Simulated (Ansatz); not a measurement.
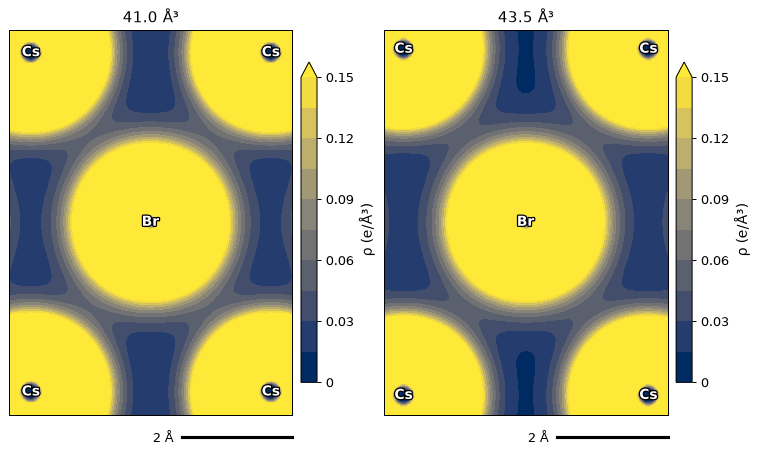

CsBr. The valence pseudo-density of cells scaled evenly to different volumes (given per atom above each panel), on the (011̄) plane of each (indices in the axes of the cell below), at one length scale and on one colour scale.

All numbers below come from DFT PBE, scalar-relativistic, plane waves, PAW in Ansatz 0.2.0.

The density is the valence pseudo-density of a PAW calculation; it isn't the true density close to the nuclei.

The largest cell:

```
Cs Br
1.0
     4.43277    0.00000    0.00000
     0.00000    4.43277    0.00000
     0.00000    0.00000    4.43277
Cs Br
1 1
Direct
  0.00000 0.00000 0.00000
  0.50000 0.50000 0.50000
```

| volume (Å³/atom) | Cs–Br contact in the plane (Å) | ρ at its midpoint (e/Å³) | pressure (GPa) | gap on the mesh (eV) | 
| --- | --- | --- | --- | --- |
| 41.01 | 3.763 | 0.057 | 0.4 | 4.37 | 
| 42.28 | 3.801 | ? | ? | ? | 
| 43.55 | 3.839 | 0.050 | −0.3 | 4.15 | 

Q: Estimate the missing row, and compare with the calculation.

A: Over the known rows ln ρ falls by 1.72 per Å of Cs–Br distance (the line through the two), which gives 0.053 e/Å³ at 3.801 Å; the calculation gives 0.054 e/Å³. For the pressure, a straight line in volume between the neighbouring rows gives 0.0 GPa; the calculation gives 0.0. For the gap on the mesh, a straight line in volume between the neighbouring rows gives 4.26 eV; the calculation gives 4.25.
